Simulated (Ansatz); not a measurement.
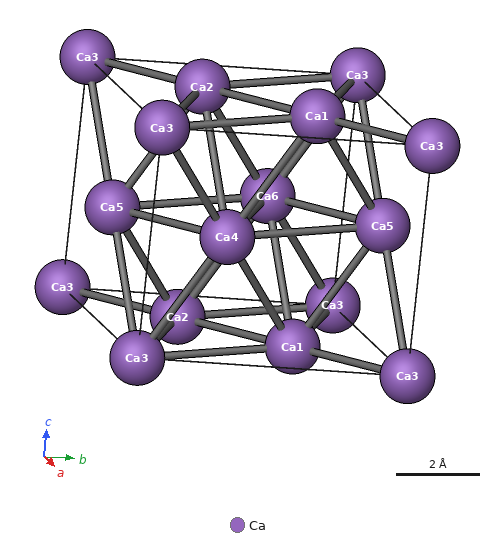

Figure 1. The input geometry of run A (ball-and-stick view of the cell of the calculation, seen slightly off an axis; atoms are numbered from 1 in the order of the input).

## From Ca to Co

System: Ca (Fm-3m, 6 atoms in the cell).
Method of run A: DFT PBE, scalar-relativistic, plane waves, PAW, no spin polarisation (Ansatz 0.2.0).
System of run B: Co (Fm-3m, 6 atoms in the cell).

On run A: The structure derives from a Materials Project entry. On run B: The structure derives from a Materials Project entry. It belongs to a series of runs on one base structure; here: 0 of 6 Co sites taken by Ca, cell and atoms relaxed. Text and figures count atoms from 1; the logs count them from 0 in places.

Input file, run A:
```yaml
crystal:
  lattice:
    - [-5.5252721704, -2.7626360852, -2.7626360852]
    - [-2.7626360852, -5.5252721704, 2.7626360852]
    - [-5.5252721704, 2.7626360852, 2.7626360852]
  atoms:
    - { symbol: Ca, position: [0.6666666667, 0.6666666667, 0.0] }
    - { symbol: Ca, position: [0.3333333333, 0.3333333333, 0.0] }
    - { symbol: Ca, position: [0.0, 0.0, 0.0] }
    - { symbol: Ca, position: [0.8333333333, 0.3333333333, 0.5] }
    - { symbol: Ca, position: [0.5, 1.0, 0.5] }
    - { symbol: Ca, position: [0.1666666667, 0.6666666667, 0.5] }
basis:
  ecutwfc: 420
kpoints:
  mp_grid: { grid: [8, 8, 8] }
hamiltonian:
  xc: pbe
scf:
  occupations: { method: gaussian, width: 0.1 }
output:
  forces: true
  stress: true
  eigenvalues: true
relax:
  adjacent_minimum: "off"
  f_tol: 0.015
  max_steps: 60
  cell: { stress_tol: 0.15 }
```

Command:
```bash
ansatz run input.yaml --threads 1 --pin off --max-ram 2560MiB --backend cpu --events-out ev --progress --plain --runs-dir out
```

Hardware: 1 thread of Arm Neoverse V2, 112 GiB of memory available, shared host.

Output, shortened to warnings, some set-up lines, iterations and results (run A):
```
Basis set: ecut = 420 eV, 4985 PW (Γ), exchange–correlation on 96×96×96 points (8 copies of the dense FFT grid, shifted against one another)
Symmetry: 24 space group operations
k-points: 150 of 512
Initial density: superposition of atomic densities (neutral atoms: chi_scale 0, normalization atom), corrected by the library's trained network
[...]
SCF iter   1: F=—  HF=-10901.176672 eV  |F-HF|=—  |Δ(HF+E_count)|=         —  Δρ=8.89e-4  dr2=2.51e-3  ethr=1.77e-3  ⟨swp⟩=10.0  Hψ=24556  notcnv=0
SCF iter   2: F=—  HF=-10901.180139 eV  |F-HF|=—  |Δ(HF+E_count)|=   3.47e-3  Δρ=4.72e-4  dr2=6.59e-4  ethr=4.18e-6  ⟨swp⟩=3.5  Hψ=12174  notcnv=0
SCF iter   3: F=—  HF=-10901.180499 eV  |F-HF|=—  |Δ(HF+E_count)|=   3.60e-4  Δρ=1.51e-4  dr2=1.05e-4  ethr=1.10e-6  ⟨swp⟩=2.0  Hψ=6291  notcnv=0
SCF iter   4: F=—  HF=-10901.180485 eV  |F-HF|=—  |Δ(HF+E_count)|=   1.44e-5  Δρ=5.31e-5  dr2=1.22e-5  ethr=1.76e-7  ⟨swp⟩=2.0  Hψ=5906  notcnv=0
SCF iter   5: F=—  HF=-10901.180342 eV  |F-HF|=—  |Δ(HF+E_count)|=   1.43e-4  Δρ=3.15e-5  dr2=4.80e-6  ethr=2.03e-8  ⟨swp⟩=1.9  Hψ=5677  notcnv=0
[...]
SCF 1 converged in 7 iterations: F = -10901.180341 eV  dr2 = 5.74e-9
[...]
SCF iter   2: F=—  HF=-10901.180341 eV  |F-HF|=—  |Δ(HF+E_count)|=   1.42e-4  Δρ=7.82e-7  dr2=3.14e-9  ethr=1.64e-11  ⟨swp⟩=3.8  Hψ=14242  notcnv=0
SCF iter   3: F=—  HF=-10901.180341 eV  |F-HF|=—  |Δ(HF+E_count)|=  3.87e-10  Δρ=4.70e-7  dr2=1.17e-9  ethr=5.23e-12  ⟨swp⟩=1.7  Hψ=5555  notcnv=0
SCF iter   4: F=-10901.180341 eV  HF=-10901.180341 eV  |F-HF|=2.73e-11  |Δ(HF+E_count)|=  1.96e-10  Δρ=1.89e-7  dr2=7.48e-11  ethr=1.00e-12  ⟨swp⟩=5.3  Hψ=16766  notcnv=0
SCF 2 converged in 4 iterations: F = -10901.180341 eV  dr2 = 7.48e-11
relax step   2: F+E_penalty+E_count = -10901.18034140 eV  Δ(F+E_penalty+E_count) = -1.819e-10 eV  max|allowed force component| = 4.569e-27 eV/Å  Δτ_max = 0.0000 Å  P = +0.011 …
basis re-selected at this cell: Δ(F+E_penalty+E_count) = -1.819e-10 eV, ΔP = -0.000 GPa vs the last step (what re-selecting the basis moved, of the pressure what is left beyond the Pulay correction that the steps carried, after the strain that the cell walked since its last selection, with what the …
SCF converged after 4 iterations
Free energy (F): -10901.180341 eV
Harris-Foulkes:  -10901.180341 eV  (|F-HF|=2.73e-11)
Internal energy: -10901.136113 eV  (E = F + TS)
E sigma→0 (E₀):  -10901.158227 eV
Entropy (-TS):   -0.044229 eV (-7.371 meV/atom)
Fermi energy:    4.942148 eV
--- Per-component energies (eV) ---
  E_band       = -1051.344068
  E_kinetic    = 1653.006113
  E_local      = -5090.067569  (includes V_loc(G=0)·N_el)
  E_nonlocal   = 381.918437
  E_hartree    = 1703.421610
  E_xc         = -815.327402
  E_vxc        = -1016.249007  (∫ρ·V_xc dr)
  E_paw        = -5149.446379  (= ΣΔE_a)
  E_vpaw       = -386.794856  (= ΣTr[D̂ρ^β])
  E_aug_tail   = -0.000036  (compensation charges beyond the density's cutoff)
  E_ewald      = -3584.640886
  E_smearing   = -0.044229  (= −TS)
  E_closure    = 0.000000  (closes the sum)
  Σ components = -10901.180341   (vs F -10901.180341, Δ=0.00e0)
--- Forces (eV/Å), atoms counted from 1 ---
  atom   1  Ca    -0.00000000     0.00000000    -0.00000000
  atom   2  Ca     0.00000000     0.00000000    -0.00000000
  atom   3  Ca    -0.00000000     0.00000000    -0.00000000
  atom   4  Ca    -0.00000000     0.00000000     0.00000000
  atom   5  Ca     0.00000000    -0.00000000     0.00000000
  atom   6  Ca     0.00000000     0.00000000    -0.00000000
  max |Σ_I F_I| component: 6.01e-27 eV/Å
--- Stress (GPa, compression-positive) ---
        0.036261       0.007439       0.007439
        0.007439      -0.002082      -0.018490
        0.007439      -0.018490      -0.002082
  P = ⅓ Tr σ = 0.0107 GPa (0.107 kbar)
--- Relaxed structure (1 steps of the walk, 1 accepted, 1 SCFs on fresh bases) ---
  F+E_penalty+E_count = -10901.18034140 eV   max|allowed force component| = 4.569e-27 eV/Å   (the final SCF, on the basis selected at the relaxed cell)
  cell:  # Å, volume = 253.0185 Å³
    - [-5.5252721704, -2.7626360852, -2.7626360852]
    - [-2.7626360852, -5.5252721704, 2.7626360852]
    - [-5.5252721704, 2.7626360852, 2.7626360852]
  atoms:
[...]
```

The input of run B differs as follows (lines with − go, lines with + come):
```diff
-    - [-5.5252721704, -2.7626360852, -2.7626360852]
-    - [-2.7626360852, -5.5252721704, 2.7626360852]
-    - [-5.5252721704, 2.7626360852, 2.7626360852]
+    - [-3.5201439302, -1.7600719651, -1.7600719651]
+    - [-1.7600719651, -3.5201439302, 1.7600719651]
+    - [-3.5201439302, 1.7600719651, 1.7600719651]
-    - { symbol: Ca, position: [0.6666666667, 0.6666666667, 0.0] }
-    - { symbol: Ca, position: [0.3333333333, 0.3333333333, 0.0] }
-    - { symbol: Ca, position: [0.0, 0.0, 0.0] }
-    - { symbol: Ca, position: [0.8333333333, 0.3333333333, 0.5] }
-    - { symbol: Ca, position: [0.5, 1.0, 0.5] }
-    - { symbol: Ca, position: [0.1666666667, 0.6666666667, 0.5] }
+    - { symbol: Co, position: [0.6666666667, 0.6666666667, 0.0], spin: 1.88 }
+    - { symbol: Co, position: [0.3333333333, 0.3333333333, 0.0], spin: 1.88 }
+    - { symbol: Co, position: [0.0, 0.0, 0.0], spin: 1.88 }
+    - { symbol: Co, position: [0.8333333333, 0.3333333333, 0.5], spin: 1.88 }
+    - { symbol: Co, position: [0.5, 1.0, 0.5], spin: 1.88 }
+    - { symbol: Co, position: [0.1666666667, 0.6666666667, 0.5], spin: 1.88 }
+  populations: true
+  write_density: true
+  write_potential: true
+  elf: true
+  volumetric_format: npy
+magnetization:
+  spin_polarized: true
```

What does this change do to the results?

The total energies belong to different systems, so their difference says nothing on which is more stable or more accurate. The volume per atom goes from 42.17 to 10.92 Å³. With spin allowed, the absolute moment of the cell comes to 10.84 μB. The SCF takes 28 iterations over all geometry steps against 11. On the same kind of shared host run B took about 3.3 times as long. The two runs start from different initial densities, which also moves the count.

Output, shortened to warnings, some set-up lines, iterations and results (run B):
```
Basis set: ecut = 420 eV, 1255 PW (Γ), exchange–correlation on 60×60×60 points (8 copies of the dense FFT grid, shifted against one another)
Symmetry: 24 space group operations
k-points: 150 of 512
Initial density: superposition of atomic densities (chi_scale 0.1, normalization cell)
[...]
SCF iter   1: F=—  HF=-30754.836452 eV  |F-HF|=—  |Δ(HF+E_count)|=         —  Δρ=9.51e-2 (↑3.66e-2 ↓9.51e-2)  dr2=6.48e0  dr2_m=5.61e-1  M=10.608 μB ∫|m|=10.977 μB  β_m=0.30  …
SCF iter   2: F=—  HF=-30752.896019 eV  |F-HF|=—  |Δ(HF+E_count)|=    1.94e0  Δρ=3.97e-2 (↑1.57e-2 ↓3.97e-2)  dr2=4.45e-1  dr2_m=4.13e-1  M=10.585 μB ∫|m|=11.078 μB  β_m=0.37 …
SCF iter   3: F=—  HF=-30754.740064 eV  |F-HF|=—  |Δ(HF+E_count)|=    1.84e0  Δρ=2.04e-2 (↑2.04e-2 ↓1.15e-2)  dr2=4.17e-2  dr2_m=1.31e-1  M=10.437 μB ∫|m|=11.080 μB  β_m=0.59 …
SCF iter   4: F=—  HF=-30756.479235 eV  |F-HF|=—  |Δ(HF+E_count)|=         —  Δρ=1.29e-2 (↑1.23e-2 ↓1.29e-2)  dr2=2.17e-1  dr2_m=6.05e-3  M=10.101 μB ∫|m|=10.898 μB  β_m=0.59 …
SCF iter   5: F=—  HF=-30756.780484 eV  |F-HF|=—  |Δ(HF+E_count)|=   3.01e-1  Δρ=4.20e-3 (↑3.41e-3 ↓4.20e-3)  dr2=1.38e-2  dr2_m=4.42e-3  M=10.016 μB ∫|m|=10.854 μB  β_m=0.64 …
[... 26 lines ...]
SCF iter   3: F=—  HF=-30756.838638 eV  |F-HF|=—  |Δ(HF+E_count)|=   1.50e-9  Δρ=1.17e-6 (↑1.17e-6 ↓1.01e-6)  dr2=1.27e-9  dr2_m=1.90e-11  M=9.946 μB ∫|m|=10.837 μB  β_m=0.48 …
SCF iter   4: F=—  HF=-30756.838638 eV  |F-HF|=—  |Δ(HF+E_count)|=  5.24e-10  Δρ=2.77e-7 (↑2.12e-7 ↓2.77e-7)  dr2=8.54e-11  dr2_m=6.78e-12  M=9.946 μB ∫|m|=10.837 μB  …
SCF iter   5: F=-30756.838638 eV  HF=-30756.838638 eV  |F-HF|=1.09e-10  |Δ(HF+E_count)|=  4.51e-10  Δρ=4.46e-7 (↑1.63e-7 ↓4.46e-7)  dr2=1.49e-10  dr2_m=1.50e-11  M=9.946 μB …
SCF 4 converged in 5 iterations: F = -30756.838638 eV  dr2 = 1.49e-10
relax step   4: F+E_penalty+E_count = -30756.83863782 eV  Δ(F+E_penalty+E_count) = -7.360e-5 eV  max|allowed force component| = 2.391e-28 eV/Å  Δτ_max = 0.0000 Å  P = -0.001 …
basis re-selected at this cell: Δ(F+E_penalty+E_count) = -7.360e-5 eV, ΔP = +0.002 GPa vs the last step (what re-selecting the basis moved, of the pressure what is left beyond the Pulay correction that the steps carried, after the strain that the cell walked since its last selection, with what the …
SCF converged after 5 iterations
Magnetization: 9.9456 μB (55.9728 up, 46.0272 down)
Absolute magnetization: 10.8400 μB (∫|ρ↑−ρ↓|, with the PAW one-centre terms)
Spin contamination: 0.1579 ħ² per cell (⟨S²⟩ above its minimum at these occupations)
Per-site moments (μB) at R_I (Å): [(1.7259130261131828, 1.0264826483040488), (1.7259130261131823, 1.0264826483040488), (1.7259130261131816, 1.0264826483040486), (1.7259130261131823, 1.0264826483040488), (1.7259130261131819, 1.0264826483040486), (1.7259130261131828, 1.0264826483040488)]
Free energy (F): -30756.838638 eV
Harris-Foulkes:  -30756.838638 eV  (|F-HF|=1.09e-10)
Internal energy: -30756.804404 eV  (E = F + TS)
E sigma→0 (E₀):  -30756.821521 eV
Entropy (-TS):   -0.034234 eV (-5.706 meV/atom)
Fermi energy:    18.669590 eV
--- Per-component energies (eV) ---
  E_band       = -1477.361948
  E_kinetic    = 2720.310719
  E_local      = -17043.494510  (includes V_loc(G=0)·N_el)
  E_nonlocal   = 2724.682370
  E_hartree    = 7141.048490
  E_xc         = -953.720477
  E_vxc        = -1230.688772  (∫ρ·V_xc dr)
  E_paw        = -9090.554311  (= ΣΔE_a)
  E_vpaw       = -2930.267311  (= ΣTr[D̂ρ^β])
  E_aug_tail   = 0.000644  (compensation charges beyond the density's cutoff)
  E_ewald      = -16255.077328
  E_smearing   = -0.034234  (= −TS)
  E_closure    = -0.000000  (closes the sum)
  Σ components = -30756.838638   (vs F -30756.838638, Δ=0.00e0)
--- Forces (eV/Å), atoms counted from 1 ---
  atom   1  Co     0.00000000     0.00000000     0.00000000
  atom   2  Co     0.00000000    -0.00000000     0.00000000
  atom   3  Co     0.00000000     0.00000000    -0.00000000
  atom   4  Co     0.00000000     0.00000000    -0.00000000
  atom   5  Co    -0.00000000     0.00000000     0.00000000
  atom   6  Co    -0.00000000    -0.00000000    -0.00000000
  max |Σ_I F_I| component: 1.09e-28 eV/Å
--- Stress (GPa, compression-positive) ---
        0.010180      -0.000113      -0.000113
       -0.000113      -0.006822      -0.002322
       -0.000113      -0.002322      -0.006822
[...]
```

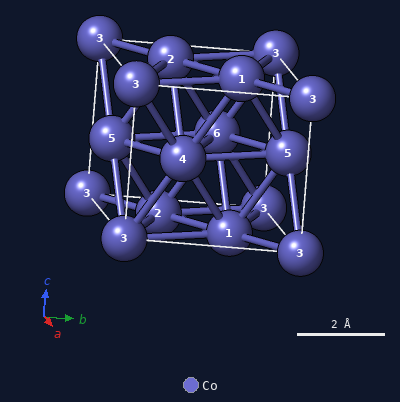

Figure 2. The input structure of run B (ball-and-stick view of the cell of the calculation, seen slightly off an axis; atoms are numbered from 1 in the order of the input).

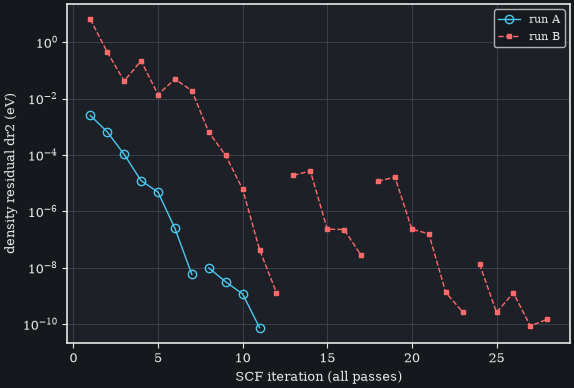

Figure 3. Convergence of the two runs: density residual dr2 against the SCF iteration. A break in a curve parts two SCF passes. Run A takes 11 iterations in all, and run B takes 28.

The two runs side by side:

| quantity | run A | run B |
| --- | --- | --- |
| outcome | converged | converged |
| free energy per atom (eV) | −1816.8634 | −5126.1398 |
| energy per atom, smearing taken to zero (eV) | −1816.8597 | −5126.1369 |
| gap on the mesh (eV) | 0.00 | 0.00 |
| pressure (GPa) | 0.01 | 0.00 |
| volume per atom (Å³) | 42.17 | 10.92 |
| largest force (eV/Å) | 0.000 | 0.000 |
| SCF iterations | 11 | 28 |
| irreducible k-points | 150 | 150 |
| net moment of the cell (μB) | – | 9.95 |
| absolute moment of the cell (μB) | – | 10.84 |
| wall time (shared host) | 2 min | 6.7 min |
